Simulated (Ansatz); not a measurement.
Single-point calculation of MoTe2 (part 2 of 2)

The same run, continued: MoTe2 (P6₃/mmc, 6 atoms in the cell); DFT r2SCAN, scalar-relativistic, plane waves, PAW, spin-polarised (Ansatz 0.2.0); cutoff 500 eV, 6×6×2 k-mesh, Gaussian smearing of 0.05 eV, collinear spins. The structure derives from an entry of the Crystallography Open Database. It belongs to a series of runs on one base structure; here: from atoms, default search.

Geometry of the input (Å; fractional positions):
```
3.5182  0.0000  0.0000
-1.7591  3.0469  0.0000
0.0000  0.0000  13.9736
Te 0.3333  0.6667  0.6210
Te 0.6667  0.3333  0.1210
Te 0.3333  0.6667  0.8790
Te 0.6667  0.3333  0.3790
Mo 0.3333  0.6667  0.2500
Mo 0.6667  0.3333  0.7500
```

Output, continued
```
Per-site moments (μB) at R_I (Å): [(2.104140655811243e-6, 1.1202437071482176), (2.104140655859247e-6, 1.1202437071482176), (2.1041406557587866e-6, 1.1202437071482176), (2.104140655729725e-6, 1.1202437071482174), (-3.43169096099341e-6, 1.1202437071482174), (-3.43169096091601e-6, 1.1202437071482176)]
Free energy (F): -37916.225169 eV
Harris-Foulkes:  -37916.225169 eV  (|F-HF|=3.93e-10)
Internal energy: -37916.225169 eV  (E = F + TS)
E sigma→0 (E₀):  -37916.225169 eV
Fermi energy:    12.853177 eV
--- Per-component energies (eV) ---
  E_band       = -1219.369882
  E_kinetic    = 1607.056421
  E_local      = -7388.962912  (includes V_loc(G=0)·N_el)
  E_nonlocal   = -953.530492
  E_hartree    = 4136.967684
  E_xc         = -819.463691
  E_vxc        = -961.120232  (∫ρ·V_xc dr)
  E_paw        = -25182.367019  (= ΣΔE_a)
  E_vpaw       = -1857.738192  (= ΣTr[D̂ρ^β])
  E_aug_tail   = -0.000151  (compensation charges beyond the density's cutoff)
  E_vtau       = 60.989377  (kinetic-family band-sum trace: ∫τ·v_τ [+ j·A + Jᵃ·Aᵃ] dr)
  E_ewald      = -9316.622022
  E_core_change = 0.697015  (= ΣΔE_core)
  E_smearing   = -0.000000  (= −TS)
  E_closure    = -0.000000  (closes the sum)
  Σ components = -37916.225169   (vs F -37916.225169, Δ=0.00e0)
--- Forces (eV/Å), atoms counted from 1 ---
  atom   1  Te    -0.00000000     0.00000000     0.07408318
  atom   2  Te    -0.00000000     0.00000000     0.07408318
  atom   3  Te     0.00000000     0.00000000    -0.07408318
  atom   4  Te     0.00000000     0.00000000    -0.07408318
  atom   5  Mo     0.00000000     0.00000000     0.00000000
  atom   6  Mo    -0.00000000     0.00000000     0.00000000
  max |Σ_I F_I| component: 3.47e-18 eV/Å
--- Stress (GPa, compression-positive) ---
        2.476201       0.000000      -0.000000
       -0.000000       2.476201       0.000000
       -0.000000       0.000000       1.755456
  P = ⅓ Tr σ = 2.2360 GPa (22.360 kbar)
--- Band table (eV; the first three rows and the last of 28) ---
  k-point 0 ↑: bands = ["-50.4097", "-50.4097", "-25.2390", "-25.2390", "-25.2386", "-25.2386", "-25.2208", "-25.2208", "-25.2205", "-25.2205", "-25.1657", "-25.1657", "-25.1640", "-25.1640", "-25.1523", "-25.1523", "-25.1506", "-25.1506", "-25.1393", "-25.1376", "-25.1291", "-25.1275", "-23.8396", "-23.8395", "-23.6821", "-23.6821", "-23.6821", "-23.6821", "-1.2176", "-0.8851", "-0.2961", "0.2318", "6.2216", "7.5744", "9.1461", "10.4425", "10.4425", "10.4597", "10.4597", "11.2467", "11.2467", "11.2847", "11.2847", "11.3160", "11.9678", "12.3855", "15.4031", "15.4031", "15.5403", "15.5403", "15.6435", "15.6435", "15.9074", "15.9074", "18.7443", "19.1525", "20.0378", "20.6856"]
  k-point 1 ↑: bands = ["-50.4097", "-50.4097", "-25.2388", "-25.2388", "-25.2388", "-25.2388", "-25.2207", "-25.2207", "-25.2207", "-25.2207", "-25.1649", "-25.1649", "-25.1649", "-25.1649", "-25.1514", "-25.1514", "-25.1514", "-25.1514", "-25.1385", "-25.1385", "-25.1282", "-25.1282", "-23.8395", "-23.8395", "-23.6821", "-23.6821", "-23.6821", "-23.6821", "-1.0892", "-1.0892", "0.0019", "0.0019", "6.7443", "6.7443", "10.2641", "10.2641", "10.4509", "10.4509", "10.4509", "10.4509", "11.2658", "11.2658", "11.2658", "11.2658", "12.2816", "12.2816", "15.4428", "15.4428", "15.4428", "15.4428", "15.8038", "15.8038", "15.8038", "15.8038", "19.0337", "19.0337", "20.7636", "20.7636"]
  k-point 2 ↑: bands = ["-50.4071", "-50.4071", "-25.2351", "-25.2347", "-25.2325", "-25.2322", "-25.2280", "-25.2276", "-25.2149", "-25.2147", "-25.1683", "-25.1671", "-25.1664", "-25.1659", "-25.1611", "-25.1596", "-25.1529", "-25.1511", "-25.1365", "-25.1355", "-25.1257", "-25.1243", "-23.8165", "-23.8165", "-23.7214", "-23.7213", "-23.6888", "-23.6888", "-0.8106", "-0.4848", "0.0036", "0.4925", "6.6528", "7.9663", "8.9172", "9.5923", "9.6731", "10.1546", "10.7460", "10.7589", "10.7904", "10.8220", "11.0565", "11.3699", "11.9248", "12.0182", "14.3382", "14.6056", "14.6288", "14.8735", "14.8770", "15.2166", "15.5762", "15.9140", "19.3315", "20.0453", "20.4923", "20.6166"]
  k-point 13 ↓: bands = ["-50.3979", "-50.3979", "-25.2523", "-25.2523", "-25.2207", "-25.2207", "-25.2074", "-25.2074", "-25.2066", "-25.2066", "-25.1883", "-25.1883", "-25.1719", "-25.1719", "-25.1579", "-25.1579", "-25.1577", "-25.1577", "-25.1323", "-25.1323", "-25.1140", "-25.1140", "-23.8130", "-23.8130", "-23.7566", "-23.7566", "-23.7389", "-23.7389", "1.4521", "1.4521", "1.6733", "1.6733", "7.3698", "7.3698", "7.4829", "7.4829", "8.1779", "8.1779", "8.5567", "8.5567", "9.4613", "9.4613", "10.2334", "10.2334", "12.1860", "12.1860", "13.4535", "13.4535", "14.1315", "14.1315", "14.9109", "14.9109", "16.2901", "16.2901", "17.6275", "17.6275", "18.5673", "18.5673"]
--- Löwdin populations: 6 sites ---
  site symbol       q [e]    m [muB]
     0     Te     15.8848     0.0000
     1     Te     15.8848     0.0000
     2     Te     15.8848     0.0000
     3     Te     15.8848     0.0000
     4     Mo     14.0330    -0.0000
     5     Mo     14.0330    -0.0000
  spilling = 0.004290 (of n_electrons = 92.000000)
--- Occupation matrices: 2 shells (Löwdin-built; ε = 2.00e-2, provisional) ---
  Mo4 d_4D: site group D3h (-6m2)
  Mo4 d_4D up     Tr n = 2.7557  λ = 0.537 0.537 0.554 0.554 0.573  [5× z2 0.20 E''(0.40)]
  Mo4 d_4D dn     Tr n = 2.7557  λ = 0.537 0.537 0.554 0.554 0.573  [5× z2 0.20 E''(0.40)]
  Mo5 d_4D: site group D3h (-6m2)
  Mo5 d_4D up     Tr n = 2.7557  λ = 0.537 0.537 0.554 0.554 0.573  [5× z2 0.20 E''(0.40)]
  Mo5 d_4D dn     Tr n = 2.7557  λ = 0.537 0.537 0.554 0.554 0.573  [5× z2 0.20 E''(0.40)]
  Tr n, λ and their labels are of the run-group-symmetrised matrices; stabiliser: 48 of 48 elements of G0×{1,Θ} (closed), max defect 7.9e-6 at τ = 4.2e-3
```

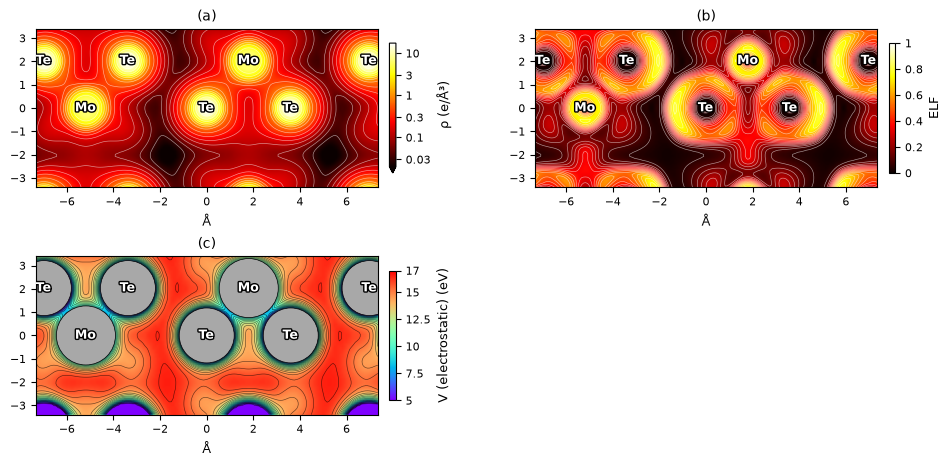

Figure 1. (a) valence electron density; (b) ELF; (c) electrostatic potential energy of an electron on the (110) plane of the conventional cell. Grey discs, where drawn, cover atomic cores. The section cuts through Te and Mo sites. Te–Mo (2.72 Å): the density is about 0.46 e/Å³ at the midpoint; the ELF is about 0.55 at the midpoint. Away from the nuclei the density in this plane falls to 0.02 e/Å³ at its lowest. The strong features right at Mo lie inside the PAW spheres (semicore, d or f shells) and say nothing about bonding. Outside the cores the potential energy rises away from the atoms and is highest about 2.6 Å from the nearest atoms; outside the discs it spans about 11 eV, and its zero is arbitrary. Core electrons are frozen (PAW), so the fields are smoothed inside the atomic spheres.

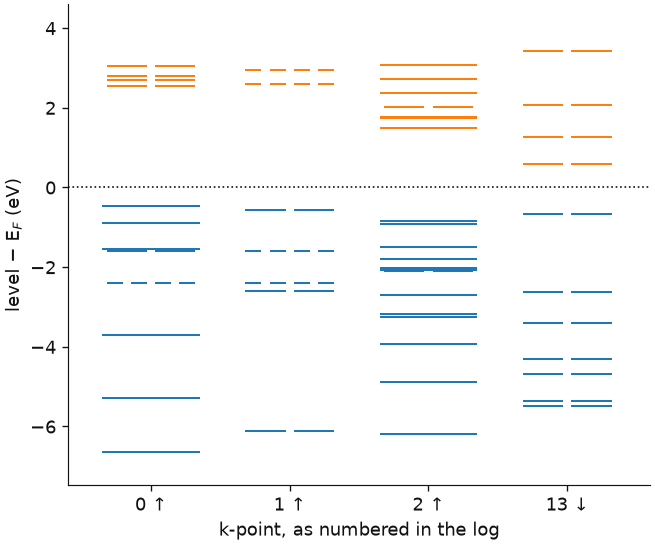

Figure 2. Kohn–Sham levels near the Fermi level (dotted) at the few k-points that the log prints; levels within 0.02 eV of each other stand side by side. Among these points the highest filled and lowest empty levels are 1.07 eV apart; the gap on the full mesh, 0.94 eV, has an edge at a point that isn't printed.

Results in brief

```json
{"quantity": "outcome", "value": "converged"}
{"quantity": "space group (tolerance 0.01 Å)", "value": "P6₃/mmc (194)"}
{"quantity": "electrons treated", "value": "92"}
{"quantity": "free energy", "value": "−37916.2252 eV"}
{"quantity": "Fermi energy", "value": "12.853 eV"}
{"quantity": "gap on the k-point mesh", "value": "0.94 eV"}
{"quantity": "net moment of the cell", "value": "0.00 μB"}
{"quantity": "integrated absolute moment", "value": "0.00 μB"}
{"quantity": "pressure", "value": "2.24 GPa"}
{"quantity": "largest force (length of the vector)", "value": "0.074 eV/Å"}
{"quantity": "wall time", "value": "8.3 s (CPU time 60 s)"}
{"quantity": "peak memory", "value": "1.2 GiB"}
```

The program warns: some starting moments were not kept; the state was not tested for a lower one.
